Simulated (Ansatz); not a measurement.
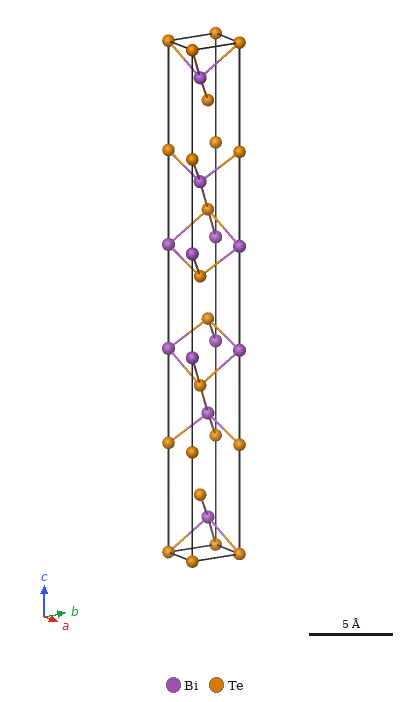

The input geometry (ball-and-stick view of the cell 3 times as large as that of the calculation, set on its symmetry axes, seen slightly off an axis).

Run report: Bi$_{2}$Te$_{3}$, single-point calculation

Bi$_{2}$Te$_{3}$ (R-3m, 5 atoms in the cell), computed with DFT, r2SCAN, plane waves, PAW (Ansatz 0.2.0).

The structure was built on a prototype by a generator. The run did not end well. The geometry comes from this level: r2scan-rvv10.

Input file
```yaml
crystal:
  lattice:
    - [2.1957255919, 1.2677027616, 10.4535441813]
    - [-2.1957255919, 1.2677027616, 10.4535441813]
    - [0.0, -2.5354055231, 10.4535441813]
  atoms:
    - { symbol: Bi, position: [0.3983611987, 0.3983611987, 0.3983611987] }
    - { symbol: Bi, position: [0.6016388013, 0.6016388013, 0.6016388013] }
    - { symbol: Te, position: [0.2135932505, 0.2135932505, 0.2135932505] }
    - { symbol: Te, position: [0.7864067495, 0.7864067495, 0.7864067495] }
    - { symbol: Te, position: [0.0, 0.0, 0.0] }
kpoints:
  mp_grid: { grid: [6, 6, 6] }
hamiltonian:
  xc: r2scan
scf:
  occupations: { method: fixed }
dielectric: {}
```

Hardware: 4 threads of Arm Neoverse V2, 24 GiB of memory available, shared host.

Launch command:
```bash
ansatz run input.yaml --threads 4 --pin off --max-ram 7372MiB --backend cpu --events-out ev --progress --plain --runs-dir out
```

Output
```
Engine: ansatz 0.2.0, aarch64-unknown-linux-gnu
Pseudopotentials: kind: paw
Pseudopotential: Bi, paw, valence charge 15, recommended cutoff 500 eV (meta_gga), Bi.paw.azcp
Pseudopotential: Te, paw, valence charge 16, recommended cutoff 500 eV (meta_gga), Te.paw.azcp
Functional definition: r2SCAN
  parameter k0 = 0.174
  parameter k1 = 0.065
  parameter a1 = 4.9479
  exchange = r2scan_x(k0 = k0, k1 = k1, a1 = a1)
  correlation = r2scan_c
Crystal: 5 atoms, lattice volume = 174.586 Å³
Basis set: ecut = 500 eV, 4365 PW (Γ), exchange–correlation on 320×320×320 points (64 copies of the dense FFT grid, shifted against one another)
Bands: 47, of which v1, the nominal top of the filled ones, is band 39 counted from 1 (38 counted from 0)
Symmetry: 12 space group operations
k-points: 68 of 216 (irreducible under 2 space group operations, time reversal used)
Non-local potential: Bi, projectors of the file, l = 0: 2, l = 1: 2, l = 2: 2, l = 3: 2
Non-local potential: Te, projectors of the file, l = 0: 2, l = 1: 2, l = 2: 2, l = 3: 2
PAW form: soft (Blöchl's): semilocal exchange-correlation on the pseudo side does not see the compensation charge
PAW frozen core: Bi, regenerated for the run's functional (the file was generated under x = pbe(κ = 0.804, μ = 0.2195149727645171), c = pbe(β = 0.06672455060314922))
PAW frozen core: Te, regenerated for the run's functional (the file was generated under x = pbe(κ = 0.804, μ = 0.2195149727645171), c = pbe(β = 0.06672455060314922))
PAW one-centre angular grid: Bi, 590 points (default); XC on 160 Gauss nodes
PAW one-centre angular grid: Te, 590 points (default); XC on 160 Gauss nodes
Initial density: superposition of atomic densities (neutral atoms: chi_scale 0, normalization atom), corrected by the library's trained network
Initial wavefunctions: pseudopotential atomic-orbital guess
Functional: x = r2scan, c = r2scan; τ floored in thin density (d = 2e-4 eV/Å³)
SCF iter   1: F=—  HF=-45807.900491 eV  |F-HF|=—  |Δ(HF+E_count)|=         —  Δρ=3.25e-3  dr2=3.03e-2  dr2_τ=5.45e-3  ethr=1.77e-3  ⟨swp⟩=5.0  Hψ=11207  notcnv=0  defer=382
preconditioner: auto → Resta (q_TF=auto, 2.385 Å⁻¹)  ε∞=3.8  [insulator: Δε(μ)=0.702 eV  Ē_g=8.865 eV  n_scr=42 (ndim 8)  ℏωp=14.9 eV  f_vac=0.024  ε∞_Penn≈3.8]
SCF iter   2: F=—  HF=-45807.915255 eV  |F-HF|=—  |Δ(HF+E_count)|=   1.48e-2  Δρ=1.83e-3  dr2=6.65e-3  dr2_τ=1.76e-4  ethr=3.88e-5  ⟨swp⟩=3.0  Hψ=4503  notcnv=0  defer=402
SCF iter   3: F=—  HF=-45807.916025 eV  |F-HF|=—  |Δ(HF+E_count)|=   7.71e-4  Δρ=9.26e-4  dr2=2.07e-3  dr2_τ=3.83e-5  ethr=8.53e-6  ⟨swp⟩=4.0  Hψ=5991  notcnv=0  defer=404
SCF iter   4: F=—  HF=-45807.916370 eV  |F-HF|=—  |Δ(HF+E_count)|=   3.45e-4  Δρ=1.84e-4  dr2=6.07e-5  dr2_τ=2.89e-6  ethr=2.65e-6  ⟨swp⟩=2.0  Hψ=3742  notcnv=0  defer=404
SCF iter   5: F=—  HF=-45807.916398 eV  |F-HF|=—  |Δ(HF+E_count)|=   2.84e-5  Δρ=5.42e-5  dr2=5.03e-6  dr2_τ=1.68e-7  ethr=7.79e-8  ⟨swp⟩=2.0  Hψ=4030  notcnv=0  defer=330
SCF iter   6: F=—  HF=-45807.916366 eV  |F-HF|=—  |Δ(HF+E_count)|=   3.25e-5  Δρ=1.26e-5  dr2=4.23e-7  dr2_τ=8.80e-9  ethr=6.45e-9  ⟨swp⟩=2.0  Hψ=5730  notcnv=0  defer=171
SCF iter   7: F=—  HF=-45807.916366 eV  |F-HF|=—  |Δ(HF+E_count)|=   1.36e-7  Δρ=3.86e-6  dr2=2.34e-8  dr2_τ=5.32e-10  ethr=5.42e-10  ⟨swp⟩=2.0  Hψ=5186  notcnv=0  defer=171
SCF iter   8: F=—  HF=-45807.916366 eV  |F-HF|=—  |Δ(HF+E_count)|=   9.98e-9  Δρ=8.19e-7  dr2=1.59e-9  dr2_τ=2.89e-11  ethr=3.00e-11  ⟨swp⟩=2.0  Hψ=5050  notcnv=0  defer=171
SCF iter   9: F=—  HF=-45807.916366 eV  |F-HF|=—  |Δ(HF+E_count)|=  1.96e-10  Δρ=2.56e-7  dr2=1.78e-10  dr2_τ=1.82e-12  ethr=2.03e-12  ⟨swp⟩=2.0  Hψ=5050  notcnv=0  defer=171
SCF iter  10: F=-45807.916366 eV  HF=-45807.916366 eV  |F-HF|=7.28e-12  |Δ(HF+E_count)|=  9.46e-11  Δρ=6.13e-8  dr2=1.06e-11  dr2_τ=1.74e-13  ethr=1.00e-12  ⟨swp⟩=11.7  Hψ=13470  notcnv=0
SCF 1 converged in 10 iterations: F = -45807.916366 eV  dr2 = 1.06e-11
  greatest PAW one-centre occupation: 0.997 electrons in one spin orbital (limit 2), on the Te atom at site 3 (counted from 0), in its partial waves of l = 2
```

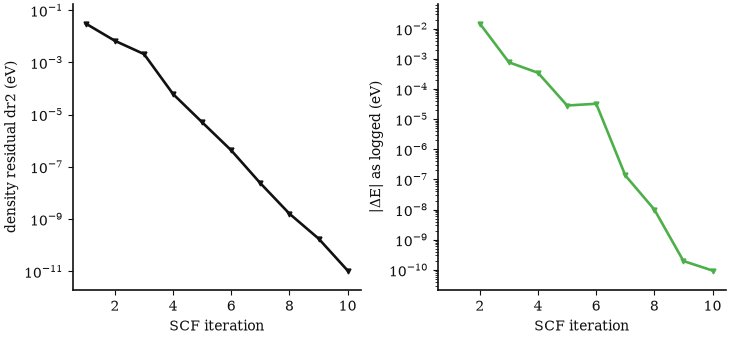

Convergence of the self-consistent field: density residual dr2 and size of the energy change against the SCF iteration. The run ended after 10 iterations.

```
NSCF: frozen V_eff on 5 k-points
DFPT response loops at Γ: preconditioner auto → Resta (q_TF=auto, 2.385 Å⁻¹)  ε∞=9.3 (no band partly filled); β = 1.00, the filter's whole step (`scf.mixing.beta` (0.50) is not read by the response loops at its default; to damp them type it under 1.00, their step now; it binds the ground state too); Broyden in place of MSR1
```

What the run reported

| quantity | value |
| --- | --- |
| outcome | stopped at the time limit |
| space group (tolerance 0.01 Å) | R-3m (166) |
| wall time | 4 min (CPU time 16 min) |
| peak memory | 6.6 GiB |

Diagnosis

The run was cut off by its time limit, so the output is incomplete.
